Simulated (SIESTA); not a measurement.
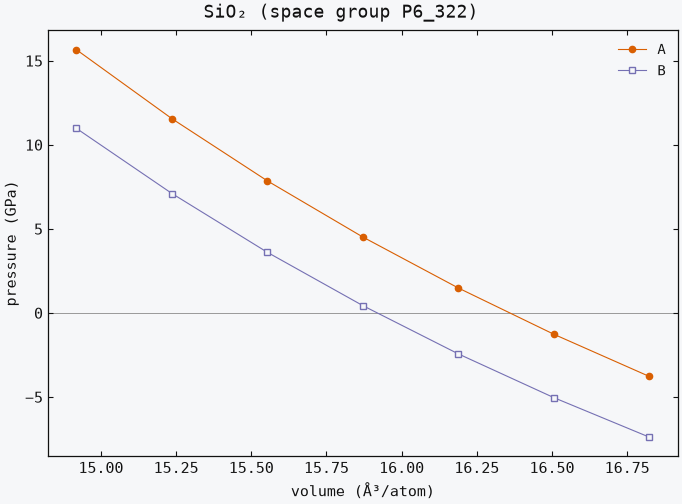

The plot gives the computed pressure against volume, with one curve for each functional, for SiO₂ (space group P6_322). The labels are replaced by letters. In alphabetical order the cases are: LDA; PBEsol.

How it was computed, with SIESTA 5.4.2: DFT in numerical atomic orbitals with pseudopotentials, no spin polarisation; energies at scaled volumes of the given cell, shape and fractions fixed, counted from the fit's minimum, third-order Birch-Murnaghan fit. All runs: no spin polarisation.

k mesh 4×4×2; occupations Fermi–Dirac; smearing width 0.05 eV; potentials PseudoDojo 0.4 standard, converted to PSML, two zetas on semicore shells.

### Which letter stands for which functional?

A: PBEsol; B: LDA.

Limits of the calculation: mulliken charges of long orbitals; shape and atomic fractions are frozen while scaling, which makes layered, chain and framework solids too stiff.
